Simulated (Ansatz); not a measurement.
## Run report: TaSi2, geometry relaxation (part 2 of 2)

The same run, continued: TaSi2 (9 atoms in the cell); DFT PBEsol, scalar-relativistic, plane waves, PAW, no spin polarisation (Ansatz 0.2.0); cutoff 420 eV, 12×12×6 k-mesh, Gaussian smearing of 0.1 eV. The structure derives from an entry of the Crystallography Open Database.

Geometry of the input (Å; fractional positions):
```
4.7583  0.0000  0.0000
-2.3792  4.1208  0.0000
0.0000  0.0000  6.5642
Ta 0.5000  0.0000  0.5000
Ta 0.5000  0.5000  0.8333
Ta 0.0000  0.5000  0.1667
Si 0.1596  0.3192  0.5000
Si 0.8404  0.1596  0.8333
Si 0.6808  0.8404  0.1667
Si 0.8404  0.6808  0.5000
Si 0.1596  0.8404  0.8333
Si 0.3192  0.1596  0.1667
```

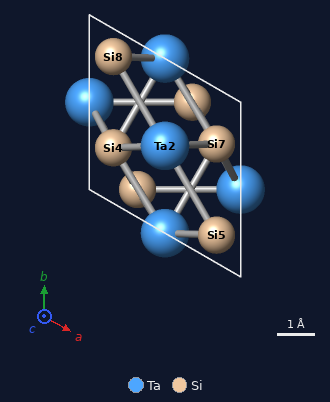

The geometry at step 2 of the log (ball-and-stick view of the cell of the calculation, along the c axis; atoms are numbered from 1 in the order of the input).

## Output, continued
```
SCF iter   1: F=—  HF=-33153.704161 eV  |F-HF|=—  |Δ(HF+E_count)|=         —  Δρ=4.29e-6  dr2=2.43e-8  ethr=3.21e-7  ⟨swp⟩=3.0  Hψ=21923  notcnv=0
eigensolver tolerance schedule: the retry pair's looser diagonalisation over-reported the residual by 8296.48 of it (diagonalisation noise at 6.03 of the residual, at the tolerance the schedule requests for it); recorded, not acted on — ethr = c·dr2/N_el stays at c = 1.0e-1
preconditioner: auto → Kerker (q_TF=auto, 2.422 Å⁻¹)  [metal: Δε(μ)=0.019 eV  Ē_g=7.415 eV  σ=0.100 eV  W_gap=0.10  n_scr=22 (ndim 8)  ℏωp=20.4 eV  f_vac=0.000  D(μ)=3.53/eV (n_scr^D=22)]
SCF iter   2: F=—  HF=-33153.704088 eV  |F-HF|=—  |Δ(HF+E_count)|=   7.40e-5  Δρ=2.36e-6  dr2=7.19e-9  ethr=3.86e-11  ⟨swp⟩=3.0  Hψ=6928  notcnv=0
SCF iter   3: F=—  HF=-33153.704088 eV  |F-HF|=—  |Δ(HF+E_count)|=   1.70e-9  Δρ=6.32e-7  dr2=5.32e-10  ethr=1.14e-11  ⟨swp⟩=2.3  Hψ=4599  notcnv=0
SCF iter   4: F=-33153.704088 eV  HF=-33153.704088 eV  |F-HF|=0.00e0  |Δ(HF+E_count)|=  1.16e-10  Δρ=2.76e-7  dr2=5.61e-11  ethr=1.00e-12  ⟨swp⟩=8.3  Hψ=15751  notcnv=0
SCF 4 converged in 4 iterations: F = -33153.704088 eV  dr2 = 5.61e-11
  greatest PAW one-centre occupation: 1.000 electrons in one spin orbital (limit 2), on the Ta atom at site 1 (counted from 0), in its partial waves of l = 0
relax step   4: F+E_penalty+E_count = -33153.70408752 eV  Δ(F+E_penalty+E_count) = +3.640e-6 eV  max|allowed force component| = 4.052e-4 eV/Å  Δτ_max = 0.0000 Å  P = +0.009 GPa  Ω = 128.684 Å³  stress off target by 1.05e-2 GPa  SCF on the basis re-selected at this cell (its energy is not comparable with the rows above)  (4 SCF iters)
basis re-selected at this cell: Δ(F+E_penalty+E_count) = +3.640e-6 eV, ΔP = -0.000 GPa vs the last step (what re-selecting the basis moved, of the pressure what is left beyond the Pulay correction that the steps carried, after the strain that the cell walked since its last selection, with what the two solves' SCF thresholds leave and, on support functions, any second-order correction that the steps lacked; it is no measure of the basis error at this ecutwfc). This SCF's stress stands 1.05e-2 GPa from its target on what of the cell is left free (relax.cell.stress_tol is 5.00e-2 GPa) and its largest allowed force component is 4.05e-4 eV/Å (relax.f_tol is 5.00e-3 eV/Å): within both
SCF converged after 4 iterations
Free energy (F): -33153.704088 eV
Harris-Foulkes:  -33153.704088 eV  (|F-HF|=0.00e0)
Internal energy: -33153.686435 eV  (E = F + TS)
E sigma→0 (E₀):  -33153.695262 eV
Entropy (-TS):   -0.017652 eV (-1.961 meV/atom)
Fermi energy:    15.291566 eV
--- Per-component energies (eV) ---
  E_band       = -248.974273
  E_kinetic    = 1365.302841
  E_local      = -2326.990805  (includes V_loc(G=0)·N_el)
  E_nonlocal   = 205.473337
  E_hartree    = 890.494940
  E_xc         = -992.776729
  E_vxc        = -910.425013  (∫ρ·V_xc dr)
  E_paw        = -27812.671961  (= ΣΔE_a)
  E_vpaw       = -363.324989  (= ΣTr[D̂ρ^β])
  E_aug_tail   = 0.000463  (compensation charges beyond the density's cutoff)
  E_ewald      = -4483.348824
  E_core_change = 0.830303  (= ΣΔE_core)
  E_smearing   = -0.017652  (= −TS)
  E_closure    = 0.000000  (closes the sum)
  Σ components = -33153.704088   (vs F -33153.704088, Δ=0.00e0)
--- Forces (eV/Å), atoms counted from 1 ---
  atom   1  Ta    -0.00000000    -0.00000000    -0.00000000
  atom   2  Ta     0.00000000     0.00000000     0.00000000
  atom   3  Ta    -0.00000000    -0.00000000    -0.00000000
  atom   4  Si    -0.00000000    -0.00040519    -0.00000000
  atom   5  Si     0.00035090    -0.00020259     0.00000000
  atom   6  Si     0.00035090     0.00020259    -0.00000000
  atom   7  Si     0.00000000     0.00040519     0.00000000
  atom   8  Si    -0.00035090     0.00020259     0.00000000
  atom   9  Si    -0.00035090    -0.00020259    -0.00000000
  max |Σ_I F_I| component: 1.02e-16 eV/Å
--- Stress (GPa, compression-positive) ---
        0.008969      -0.000000      -0.000000
       -0.000000       0.008969       0.000000
       -0.000000      -0.000000       0.010540
  P = ⅓ Tr σ = 0.0095 GPa (0.095 kbar)
--- Band table (eV; the first three rows and the last of 76) ---
  k-point 0: bands = ["-52.2653", "-52.2490", "-52.2490", "-18.9748", "-18.9748", "-18.9692", "-18.9012", "-18.9012", "-18.8034", "-18.7982", "-18.7901", "-18.7901", "1.8384", "5.1751", "5.1751", "8.6752", "9.3757", "9.3757", "9.3921", "9.3921", "10.4891", "11.3862", "11.3862", "11.7709", "12.7446", "12.7446", "12.7585", "12.7585", "12.8820", "13.0678", "13.0678", "13.8064", "15.9881", "18.2985", "18.2985", "18.7972", "18.8864", "18.8927", "19.2284", "19.2284", "19.3789"]
  k-point 1: bands = ["-52.2647", "-52.2526", "-52.2462", "-19.0020", "-18.9643", "-18.9401", "-18.9050", "-18.9018", "-18.8109", "-18.8066", "-18.8002", "-18.7721", "1.9484", "4.2979", "6.0455", "8.7679", "9.1004", "9.2888", "9.7009", "9.7597", "10.4649", "10.5183", "11.1379", "11.4660", "12.5726", "12.8543", "12.9731", "13.0136", "13.0491", "13.1746", "13.5832", "13.7590", "16.3677", "17.6451", "18.3318", "18.6855", "18.8694", "18.9473", "19.1634", "19.3225", "19.3561"]
  k-point 2: bands = ["-52.2628", "-52.2563", "-52.2443", "-19.0194", "-18.9505", "-18.9124", "-18.9087", "-18.9016", "-18.8322", "-18.8139", "-18.8054", "-18.7591", "2.2729", "3.4844", "6.8284", "8.9195", "9.0329", "9.3932", "9.4106", "10.0110", "10.3893", "10.5008", "10.5821", "10.8483", "12.5110", "12.7475", "12.8696", "12.9998", "13.2226", "13.3376", "13.6544", "15.0259", "16.9327", "17.7954", "17.9618", "18.3615", "18.7493", "18.8074", "19.0140", "19.3170", "19.3426"]
  k-point 75: bands = ["-52.2597", "-52.2518", "-52.2518", "-19.0154", "-18.9921", "-18.9921", "-18.8781", "-18.8781", "-18.8261", "-18.7898", "-18.7898", "-18.7704", "4.8033", "4.8033", "5.3695", "6.2220", "6.2220", "7.3121", "9.9957", "10.4073", "10.4073", "10.7557", "12.4674", "12.4674", "12.7245", "12.7245", "12.7507", "12.9150", "14.5316", "14.5316", "15.1260", "15.1260", "16.2268", "16.8589", "16.8589", "17.6196", "18.1657", "18.1657", "18.8040", "18.8694", "18.8694"]
--- Relaxed structure (3 steps of the walk, 3 accepted, 1 SCFs on fresh bases) ---
  F+E_penalty+E_count = -33153.70408752 eV   max|allowed force component| = 4.052e-4 eV/Å   (the final SCF, on the basis selected at the relaxed cell)
  cell:  # Å, volume = 128.6844 Å³
    - [4.760859540024095, 9.680250044542006e-34, 6.050156277838758e-35]
    - [-2.3804297700120474, 4.123025305510364, -5.737247636918324e-20]
    - [2.50388933410211e-34, -9.139033025558309e-20, 6.555784107404665]
  atoms:
    - { symbol: Ta, position: [0.5, 2.3752293017407347e-20, 0.49999999999999994] }
    - { symbol: Ta, position: [0.5, 0.5, 0.8333333333333333] }
    - { symbol: Ta, position: [1.8471535560195084e-21, 0.5, 0.16666666666666669] }
    - { symbol: Si, position: [0.15926754142331803, 0.31853508284663606, 0.49999999999999994] }
    - { symbol: Si, position: [0.8407324585766819, 0.15926754142331803, 0.8333333333333333] }
    - { symbol: Si, position: [0.681464917153364, 0.8407324585766821, 0.16666666666666669] }
    - { symbol: Si, position: [0.840732458576682, 0.6814649171533639, 0.49999999999999994] }
    - { symbol: Si, position: [0.15926754142331812, 0.8407324585766821, 0.8333333333333333] }
    - { symbol: Si, position: [0.31853508284663606, 0.15926754142331803, 0.16666666666666669] }
```

## Trajectory as extended XYZ (Å, eV, eV/Å), 4 frames, from step=1 to step=4
```
9
Lattice="4.7583 0.0000 0.0000 -2.3792 4.1208 0.0000 0.0000 0.0000 6.5642" Properties=species:S:1:pos:R:3:forces:R:3 step=1 energy=-33153.70356 pressure_GPa=-0.08
Ta    2.3792    0.0000    3.2821    0.0000   0.0000   0.0000
Ta    1.1896    2.0604    5.4702    0.0000   0.0000   0.0000
Ta   -1.1896    2.0604    1.0940    0.0000   0.0000   0.0000
Si    0.0000    1.3154    3.2821    0.0000  -0.0325   0.0000
Si    3.6191    0.6577    5.4702    0.0281  -0.0163   0.0000
Si    1.2400    3.4631    1.0940    0.0281   0.0163   0.0000
Si    2.3792    2.8054    3.2821    0.0000   0.0325   0.0000
Si   -1.2400    3.4631    5.4702   -0.0281   0.0163   0.0000
Si    1.1392    0.6577    1.0940   -0.0281  -0.0163   0.0000
9
Lattice="4.7623 0.0000 0.0000 -2.3812 4.1243 0.0000 0.0000 0.0000 6.5549" Properties=species:S:1:pos:R:3:forces:R:3 step=2 energy=-33153.70404 pressure_GPa=-0.08
Ta    2.3812    0.0000    3.2775    0.0000   0.0000   0.0000
Ta    1.1906    2.0622    5.4624    0.0000   0.0000   0.0000
Ta   -1.1906    2.0622    1.0925    0.0000   0.0000   0.0000
Si    0.0000    1.3138    3.2775    0.0000  -0.0028   0.0000
Si    3.6246    0.6569    5.4624    0.0025  -0.0014   0.0000
Si    1.2434    3.4674    1.0925    0.0025   0.0014   0.0000
Si    2.3812    2.8105    3.2775    0.0000   0.0028   0.0000
Si   -1.2434    3.4674    5.4624   -0.0025   0.0014   0.0000
Si    1.1378    0.6569    1.0925   -0.0025  -0.0014   0.0000
9
Lattice="4.7609 0.0000 0.0000 -2.3804 4.1230 0.0000 0.0000 0.0000 6.5558" Properties=species:S:1:pos:R:3:forces:R:3 step=3 energy=-33153.70409 pressure_GPa=0.01
Ta    2.3804    0.0000    3.2779    0.0000   0.0000   0.0000
Ta    1.1902    2.0615    5.4632    0.0000   0.0000   0.0000
Ta   -1.1902    2.0615    1.0926    0.0000   0.0000   0.0000
Si    0.0000    1.3133    3.2779    0.0000  -0.0004   0.0000
Si    3.6235    0.6567    5.4632    0.0004  -0.0002   0.0000
Si    1.2431    3.4664    1.0926    0.0004   0.0002   0.0000
Si    2.3804    2.8097    3.2779    0.0000   0.0004   0.0000
Si   -1.2431    3.4664    5.4632   -0.0004   0.0002   0.0000
Si    1.1374    0.6567    1.0926   -0.0004  -0.0002   0.0000
9
Lattice="4.7609 0.0000 0.0000 -2.3804 4.1230 0.0000 0.0000 0.0000 6.5558" Properties=species:S:1:pos:R:3:forces:R:3 step=4 energy=-33153.70409 pressure_GPa=0.01
Ta    2.3804    0.0000    3.2779    0.0000   0.0000   0.0000
Ta    1.1902    2.0615    5.4632    0.0000   0.0000   0.0000
Ta   -1.1902    2.0615    1.0926    0.0000   0.0000   0.0000
Si    0.0000    1.3133    3.2779    0.0000  -0.0004   0.0000
Si    3.6235    0.6567    5.4632    0.0004  -0.0002   0.0000
Si    1.2431    3.4664    1.0926    0.0004   0.0002   0.0000
Si    2.3804    2.8097    3.2779    0.0000   0.0004   0.0000
Si   -1.2431    3.4664    5.4632   -0.0004   0.0002   0.0000
Si    1.1374    0.6567    1.0926   -0.0004  -0.0002   0.0000
```

## Key numbers

- outcome: converged
- space group (tolerance 0.01 Å): P6₂22 (180)
- electrons treated: 63
- free energy: −33153.7041 eV
- Fermi energy: 15.292 eV
- gap on the k-point mesh: none (metallic)
- pressure: 0.01 GPa
- final volume: 128.68 Å³
- largest force (length of the vector) at the end: under 0.001 eV/Å
- final cell: a = 4.761 Å, b = 4.761 Å, c = 6.556 Å, α = 90.00°, β = 90.00°, γ = 120.00°
- hardware: 2 threads of Arm Neoverse N1, 24 GiB of memory available, shared host
- wall time: 2.5 min (CPU time 4.9 min)
- peak memory: 0.58 GiB

## Remarks

Spin–orbit coupling is left out, which matters for Ta.
